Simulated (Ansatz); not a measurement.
System: CuO, space group Cc (No. 9).

The given structure:
```yaml
crystal:
  lattice:
    - [2.34465, -1.71340, 0.00000]
    - [2.34465, 1.71340, 0.00000]
    - [-0.86055, 0.00000, 5.05944]
  atoms:
    - { symbol: Cu, position: [0.00320, 0.49680, 0.00000] }
    - { symbol: Cu, position: [0.49680, 0.00320, 0.50000] }
    - { symbol: O, position: [0.57140, 0.40560, 0.25370] }
    - { symbol: O, position: [0.40560, 0.57140, 0.75370] }
```

Input of one of the runs behind the figure:
```
crystal:
  lattice:
    - [2.34465, -1.7134, 0.0]
    - [2.34465, 1.7134, 0.0]
    - [-0.86055, 0.0, 5.05944]
  atoms:
    - { symbol: Cu, position: [0.0032, 0.4968, 0.0], spin: 2.5 }
    - { symbol: Cu, position: [0.4968, 0.0032, 0.5], spin: 2.5 }
    - { symbol: O, position: [0.5714, 0.4056, 0.2537] }
    - { symbol: O, position: [0.4056, 0.5714, 0.7537] }
basis:
  ecutwfc: 500
kpoints:
  mp_grid: { grid: [10, 10, 6] }
hamiltonian:
  xc: r2scan
  hubbard: { sites: [{ species: Cu, l: d, u_eff: 4.0 }] }
scf:
  occupations: { method: gaussian, width: 0.02 }
output:
  forces: true
  stress: true
  eigenvalues: true
  populations: true
magnetization:
  spin_polarized: true
```

Command:
```bash
ansatz run input.yaml --threads 1 --pin off --max-ram 2560MiB --backend cpu --events-out ev --progress --plain --runs-dir out
```

Computed with Ansatz 0.2.0: several magnetic starts of one crystal ranked at fixed atoms, signs over the magnetic atoms (u up, d down); plane-wave DFT of a periodic cell, U on orthogonalised atomic d orbitals. Level: r2SCAN. Hubbard U_eff: Cu 4 eV.

| setting | value |
| --- | --- |
| cell charge | 0 e |
| exact exchange fraction | 0 |
| dispersion correction | none |
| potentials | PAW default |
| wave cutoff | 500 eV |
| k mesh | 10x10x6 |
| k shift | none |
| occupation rule | Gaussian |
| occupation width | 0.02 eV |

Key: 1 = non-magnetic; 2 = ferromagnetic; 3 = parallel large; 4 = antiferromagnetic (signs ud); 5 = parallel small.

Predict the energy above the lowest of each magnetic start.

Among these starts the lowest is no. 4; the next, no. 2, is 20 meV/atom higher.

| magnetic start | energy above the lowest (meV/atom) | largest site moment (μB) | final order |
| --- | --- | --- | --- |
| no. 1 | 172 | 0.000 | non-magnetic |
| no. 2 | 20 | 0.696 | ferromagnetic |
| no. 3 | 20 | 0.696 | ferromagnetic |
| no. 4 | 0 | 0.647 | antiferromagnetic |
| no. 5 | 20 | 0.696 | ferromagnetic |

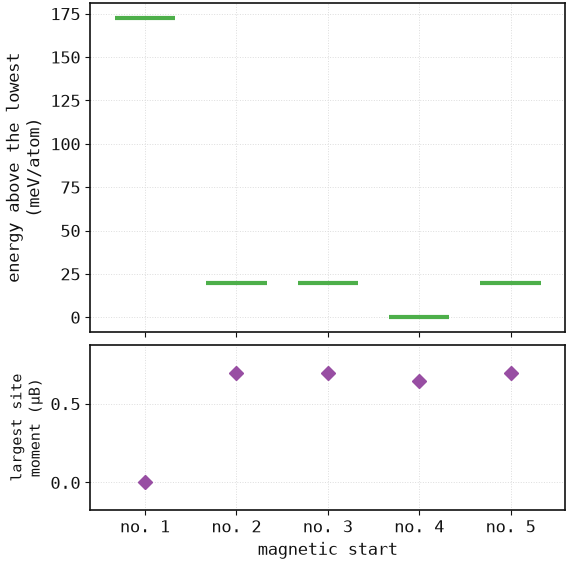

Limits of the calculation: filled bands differ between k-points; not tested for a lower state; the state may not be the lowest.
